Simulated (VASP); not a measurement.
## Geometry relaxation, with input and output: Hf (part 2 of 2)

Hf (Pm-3m, 1 atom in the cell); Kohn-Sham DFT of a periodic cell, RPBE with D3(BJ), VASP PAW PBE potentials, recommended, no spin polarisation (VASP 6.6.1); cutoff 600 eV, 9×9×9 k-mesh, fermi-dirac of 0.05 eV. The structure was built on a prototype by a generator; it need not be a known phase. It belongs to a series of runs on one base structure; here: dispersion = D3(BJ).

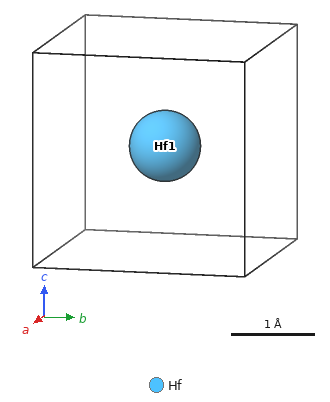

*The geometry at step 3 of the log (ball-and-stick view of the cell of the calculation, seen slightly off an axis; atoms are numbered from 1 in the order of the input).*

Parts of OUTCAR, continued:
```
 -----------------------------------------------------------------------------------
      1.45690      1.45690      1.45690         0.000000      0.000000      0.000000
 -----------------------------------------------------------------------------------
    total drift:                                0.000000     -0.000000     -0.000000

  FREE ENERGIE OF THE ION-ELECTRON SYSTEM (eV)
  ---------------------------------------------------
  free  energy   TOTEN  =       -11.3375985188 eV

  energy  without entropy=      -11.3244239765  energy(sigma->0) =      -11.33101125

--------------------------------------- Ionic step        2  -------------------------------------------

 number of electron       9.9999999 magnetization

------------------------ aborting loop because EDIFF is reached ----------------------------------------

 Edisp (eV)   -5.06629

 E8    (eV) :    -3.8435

  FORCE on cell =-STRESS in cart. coord.  units (eV):
  Direction    XX          YY          ZZ          XY          YZ          ZX
  --------------------------------------------------------------------------------------
  -------------------------------------------------------------------------------------
  Total       3.31415     3.31415     3.31415     0.00000     0.00000     0.00000
  in kB     349.41293   349.41293   349.41293     0.00000     0.00000     0.00000
  external pressure =      349.41 kB  Pullay stress =        0.00 kB

 VOLUME and BASIS-vectors are now :
 -----------------------------------------------------------------------------
  energy-cutoff  :      600.00
  volume of cell :       15.20
      direct lattice vectors                 reciprocal lattice vectors
     2.476934183 -0.000000000 -0.000000000     0.403724898 -0.000000000 -0.000000000
     0.000000000  2.476934183  0.000000000     0.000000000  0.403724898 -0.000000000
     0.000000000  0.000000000  2.476934183     0.000000000 -0.000000000  0.403724898

 POSITION                                       TOTAL-FORCE (eV/Angst)
 -----------------------------------------------------------------------------------
      1.23847      1.23847      1.23847        -0.000000      0.000000      0.000000
 -----------------------------------------------------------------------------------
    total drift:                                0.000000     -0.000000     -0.000000

  FREE ENERGIE OF THE ION-ELECTRON SYSTEM (eV)
  ---------------------------------------------------
  free  energy   TOTEN  =       -11.5244993894 eV

  energy  without entropy=      -11.5108531505  energy(sigma->0) =      -11.51767627

--------------------------------------- Ionic step        3  -------------------------------------------

 number of electron      10.0000002 magnetization

------------------------ aborting loop because EDIFF is reached ----------------------------------------

 Edisp (eV)   -4.03983

 E8    (eV) :    -3.0589

  FORCE on cell =-STRESS in cart. coord.  units (eV):
  Direction    XX          YY          ZZ          XY          YZ          ZX
  --------------------------------------------------------------------------------------
  -------------------------------------------------------------------------------------
  Total      -0.06973    -0.06973    -0.06973    -0.00000    -0.00000    -0.00000
  in kB      -5.99221    -5.99221    -5.99221    -0.00000    -0.00000    -0.00000
  external pressure =       -5.99 kB  Pullay stress =        0.00 kB

 VOLUME and BASIS-vectors are now :
 -----------------------------------------------------------------------------
  energy-cutoff  :      600.00
  volume of cell :       18.64
      direct lattice vectors                 reciprocal lattice vectors
     2.651590025 -0.000000000 -0.000000000     0.377132208 -0.000000000 -0.000000000
     0.000000000  2.651590025  0.000000000     0.000000000  0.377132208 -0.000000000
     0.000000000  0.000000000  2.651590025     0.000000000 -0.000000000  0.377132208

 POSITION                                       TOTAL-FORCE (eV/Angst)
 -----------------------------------------------------------------------------------
      1.32580      1.32580      1.32580        -0.000000      0.000000      0.000000
 -----------------------------------------------------------------------------------
    total drift:                                0.000000     -0.000000     -0.000000

  FREE ENERGIE OF THE ION-ELECTRON SYSTEM (eV)
  ---------------------------------------------------
  free  energy   TOTEN  =       -11.8435724807 eV

  energy  without entropy=      -11.8365629620  energy(sigma->0) =      -11.84006772

--------------------------------------- Ionic step        4  -------------------------------------------

 number of electron      10.0000002 magnetization

------------------------ aborting loop because EDIFF is reached ----------------------------------------

 Edisp (eV)   -4.06702

 E8    (eV) :    -3.0796

  FORCE on cell =-STRESS in cart. coord.  units (eV):
  Direction    XX          YY          ZZ          XY          YZ          ZX
  --------------------------------------------------------------------------------------
  -------------------------------------------------------------------------------------
  Total       0.02485     0.02485     0.02485    -0.00000    -0.00000    -0.00000
  in kB       2.14836     2.14836     2.14836    -0.00000    -0.00000    -0.00000
  external pressure =        2.15 kB  Pullay stress =        0.00 kB

 VOLUME and BASIS-vectors are now :
 -----------------------------------------------------------------------------
  energy-cutoff  :      600.00
  volume of cell :       18.53
      direct lattice vectors                 reciprocal lattice vectors
     2.646345624 -0.000000000 -0.000000000     0.377879590 -0.000000000 -0.000000000
     0.000000000  2.646345624  0.000000000     0.000000000  0.377879590 -0.000000000
     0.000000000  0.000000000  2.646345624     0.000000000 -0.000000000  0.377879590

 POSITION                                       TOTAL-FORCE (eV/Angst)
 -----------------------------------------------------------------------------------
      1.32317      1.32317      1.32317        -0.000000      0.000000      0.000000
 -----------------------------------------------------------------------------------
    total drift:                                0.000000     -0.000000     -0.000000

  FREE ENERGIE OF THE ION-ELECTRON SYSTEM (eV)
  ---------------------------------------------------
  free  energy   TOTEN  =       -11.8437160384 eV

  energy  without entropy=      -11.8365435751  energy(sigma->0) =      -11.84012981

--------------------------------------- Ionic step        5  -------------------------------------------

 number of electron      10.0000002 magnetization

------------------------ aborting loop because EDIFF is reached ----------------------------------------

 Edisp (eV)   -4.05182

 E8    (eV) :    -3.0680

  FORCE on cell =-STRESS in cart. coord.  units (eV):
  Direction    XX          YY          ZZ          XY          YZ          ZX
  --------------------------------------------------------------------------------------
  -------------------------------------------------------------------------------------
  Total      -0.03158    -0.03158    -0.03158    -0.00000    -0.00000     0.00000
  in kB      -2.72109    -2.72109    -2.72109    -0.00000    -0.00000     0.00000
  external pressure =       -2.72 kB  Pullay stress =        0.00 kB

 VOLUME and BASIS-vectors are now :
 -----------------------------------------------------------------------------
  energy-cutoff  :      600.00
  volume of cell :       18.59
      direct lattice vectors                 reciprocal lattice vectors
     2.649272159 -0.000000000 -0.000000000     0.377462163  0.000000000 -0.000000000
    -0.000000000  2.649272159 -0.000000000     0.000000000  0.377462163  0.000000000
     0.000000000 -0.000000000  2.649272159     0.000000000  0.000000000  0.377462163

 POSITION                                       TOTAL-FORCE (eV/Angst)
 -----------------------------------------------------------------------------------
      1.32464      1.32464      1.32464         0.000000     -0.000000      0.000000
 -----------------------------------------------------------------------------------
    total drift:                                0.000000     -0.000000     -0.000000

  FREE ENERGIE OF THE ION-ELECTRON SYSTEM (eV)
  ---------------------------------------------------
  free  energy   TOTEN  =       -11.8437025351 eV

  energy  without entropy=      -11.8366220333  energy(sigma->0) =      -11.84016228

--------------------------------------- Ionic step        6  -------------------------------------------

 number of electron      10.0000002 magnetization

 Free energy of the ion-electron system (eV)
  ---------------------------------------------------
  ext. energy  EPLUGINS =         0.00000000
  ---------------------------------------------------
  free energy    TOTEN  =        -7.78341362 eV

  energy without entropy =       -7.77628323  energy(sigma->0) =       -7.77984843

 E-fermi :   5.8696     XC(G=0): -12.0136     alpha+bet :-14.3772

 val. band max:        5.7901711794   @ k =   0.4444   0.1111   0.1111
 cond. band min:       5.8703373907   @ k =   0.2222   0.1111   0.1111
 fundamental gap:      0.0801662113
 Fermi energy:         5.8695646767

 k-point     1 :       0.0000    0.0000    0.0000
  band No.  band energies     occupation
      1     -23.1367      2.00000
      2     -23.1367      2.00000
      3     -23.1367      2.00000
      4      -1.3500      2.00000
      5       3.6940      2.00000
      6       3.6940      2.00000
      7      14.6830      0.00000
      8      14.6830      0.00000
      9      14.6830      0.00000

 k-point     2 :       0.1111    0.0000    0.0000
  band No.  band energies     occupation
      1     -23.4162      2.00000
      2     -23.1134      2.00000
      3     -23.1134      2.00000
      4      -0.9134      2.00000
      5       3.8225      2.00000
      6       4.1979      2.00000
      7      13.7118      0.00000
      8      13.7118      0.00000
      9      14.7477      0.00000

 k-point     3 :       0.2222    0.0000    0.0000
  band No.  band energies     occupation
      1     -24.0793      2.00000
      2     -23.0538      2.00000
      3     -23.0538      2.00000
      4       0.1515      2.00000
      5       4.1684      2.00000
      6       5.4995      1.99878
      7      11.9640      0.00000
      8      11.9640      0.00000
      9      14.9155      0.00000

 k-point     4 :       0.3333    0.0000    0.0000
  band No.  band energies     occupation
      1     -24.7696      2.00000
      2     -22.9851      2.00000
      3     -22.9851      2.00000
      4       1.4347      2.00000
      5       4.6051      2.00000
      6       6.5835      0.00000
      7      10.5113      0.00000
      8      10.5113      0.00000
      9      15.1140      0.00000

 k-point     5 :       0.4444    0.0000    0.0000
  band No.  band energies     occupation
      1     -25.1902      2.00000
      2     -22.9397      2.00000
      3     -22.9397      2.00000
      4       2.5071      2.00000
      5       4.9217      2.00000
      6       6.5153      0.00000
      7       9.7223      0.00000
      8       9.7223      0.00000
      9      15.2484      0.00000

 [... the levels of 18 k-points are left out ...]

 k-point    24 :       0.4444    0.3333    0.1111
  band No.  band energies     occupation
      1     -24.9136      2.00000
      2     -24.4427      2.00000
      3     -23.0456      2.00000
      4       2.6034      2.00000
      5       5.6245      1.98523
      6       8.3814      0.00000
      7       9.0630      0.00000
      8      11.7991      0.00000
      9      13.5824      0.00000

 [... further k-points ...]

------------------------ aborting loop because EDIFF is reached ----------------------------------------

 Edisp (eV)   -4.06032

 E8    (eV) :    -3.0745

  FORCE on cell =-STRESS in cart. coord.  units (eV):
  Direction    XX          YY          ZZ          XY          YZ          ZX
  --------------------------------------------------------------------------------------
  -------------------------------------------------------------------------------------
  Total       0.00181     0.00181     0.00181    -0.00000    -0.00000     0.00000
  in kB       0.15614     0.15614     0.15614    -0.00000    -0.00000     0.00000
  external pressure =        0.16 kB  Pullay stress =        0.00 kB

 VOLUME and BASIS-vectors are now :
 -----------------------------------------------------------------------------
  energy-cutoff  :      600.00
  volume of cell :       18.56
      direct lattice vectors                 reciprocal lattice vectors
     2.647634395 -0.000000000 -0.000000000     0.377695652  0.000000000 -0.000000000
    -0.000000000  2.647634395 -0.000000000     0.000000000  0.377695652  0.000000000
     0.000000000 -0.000000000  2.647634395     0.000000000  0.000000000  0.377695652

 POSITION                                       TOTAL-FORCE (eV/Angst)
 -----------------------------------------------------------------------------------
      1.32382      1.32382      1.32382         0.000000     -0.000000      0.000000
 -----------------------------------------------------------------------------------
    total drift:                                0.000000     -0.000000     -0.000000

  FREE ENERGIE OF THE ION-ELECTRON SYSTEM (eV)
  ---------------------------------------------------
  free  energy   TOTEN  =       -11.8437306345 eV

  energy  without entropy=      -11.8366002389  energy(sigma->0) =      -11.84016544

 reached required accuracy - stopping structural energy minimisation
```

CONTCAR:
```
Hf
   1.00000000000000
     2.6476343946641197   -0.0000000000000000   -0.0000000000000000
    -0.0000000000000000    2.6476343946641197   -0.0000000000000000
     0.0000000000000000   -0.0000000000000000    2.6476343946641197
  Hf
     1
Direct
     0.5000000000000000    0.5000000000000000    0.5000000000000000

  0.00000000E+00  0.00000000E+00  0.00000000E+00
```

Trajectory as extended XYZ (Å, eV, eV/Å), 6 frames, from step=0 to step=5:
```
1
Lattice="2.9138 0.0000 0.0000 0.0000 2.9138 0.0000 0.0000 0.0000 2.9138" Properties=species:S:1:pos:R:3:forces:R:3 step=0 energy=-11.33760
Hf    1.4569    1.4569    1.4569    0.0000   0.0000   0.0000
1
Lattice="2.4769 -0.0000 -0.0000 0.0000 2.4769 0.0000 0.0000 0.0000 2.4769" Properties=species:S:1:pos:R:3:forces:R:3 step=1 energy=-11.52450
Hf    1.2385    1.2385    1.2385    0.0000   0.0000   0.0000
1
Lattice="2.6516 -0.0000 -0.0000 0.0000 2.6516 0.0000 0.0000 0.0000 2.6516" Properties=species:S:1:pos:R:3:forces:R:3 step=2 energy=-11.84357
Hf    1.3258    1.3258    1.3258    0.0000   0.0000   0.0000
1
Lattice="2.6463 -0.0000 -0.0000 0.0000 2.6463 0.0000 0.0000 0.0000 2.6463" Properties=species:S:1:pos:R:3:forces:R:3 step=3 energy=-11.84372
Hf    1.3232    1.3232    1.3232    0.0000   0.0000   0.0000
1
Lattice="2.6493 -0.0000 -0.0000 -0.0000 2.6493 -0.0000 0.0000 -0.0000 2.6493" Properties=species:S:1:pos:R:3:forces:R:3 step=4 energy=-11.84370
Hf    1.3246    1.3246    1.3246    0.0000   0.0000   0.0000
1
Lattice="2.6476 -0.0000 -0.0000 -0.0000 2.6476 -0.0000 0.0000 -0.0000 2.6476" Properties=species:S:1:pos:R:3:forces:R:3 step=5 energy=-11.84373
Hf    1.3238    1.3238    1.3238    0.0000   0.0000   0.0000
```

The run was set up as follows.

INCAR:
```
SYSTEM = Hf
  PREC = Accurate
  ENCUT = 600
  EDIFF = 1E-6
  ISMEAR = -1
  SIGMA = 0.05
  LREAL = .FALSE.
  LASPH = .TRUE.
  NELM = 60
  ALGO = Fast
  ISIF = 3
  LWAVE = .FALSE.
  LCHARG = .FALSE.
  GGA = RP
  IVDW = 12
  IBRION = 2
  NSW = 60
  EDIFFG = -0.005
```

KPOINTS:
```
Automatic mesh
0
G
  9 9 9
  0 0 0
```

POSCAR:
```
Hf
1.0
    2.9138100000      0.0000000000      0.0000000000
    0.0000000000      2.9138100000      0.0000000000
    0.0000000000      0.0000000000      2.9138100000
Hf
1
Direct
    0.5000000000      0.5000000000      0.5000000000
```

Launch command:
```bash
cat potpaw_PBE.64/Hf_pv/POTCAR > POTCAR
mpirun -np 1 vasp_std > vasp.out
```

Summary:

| quantity | value |
| --- | --- |
| outcome | converged |
| space group (tolerance 0.01 Å) | Pm-3m (221) |
| electrons treated | 10 |
| free energy | −11.8437 eV |
| dispersion energy | −4.0603 eV |
| Fermi energy | 5.870 eV |
| gap on the k-point mesh | none (metallic) |
| pressure | 0.02 GPa |
| final volume | 18.56 Å³ |
| largest force (length of the vector) at the end | under 0.001 eV/Å |
| final cell | a = 2.648 Å, b = 2.648 Å, c = 2.648 Å, α = 90.00°, β = 90.00°, γ = 90.00° |
| hardware | 1 thread of Intel Xeon (Granite Rapids), 64 GiB of memory available, shared host |
| wall time | 14 s |
| peak memory | 0.16 GiB |

Spin–orbit coupling is left out, which matters for Hf. The volume changed by more than 5 % on the plane waves of the start, so the result carries a basis error; a second relaxation from the end is advised.
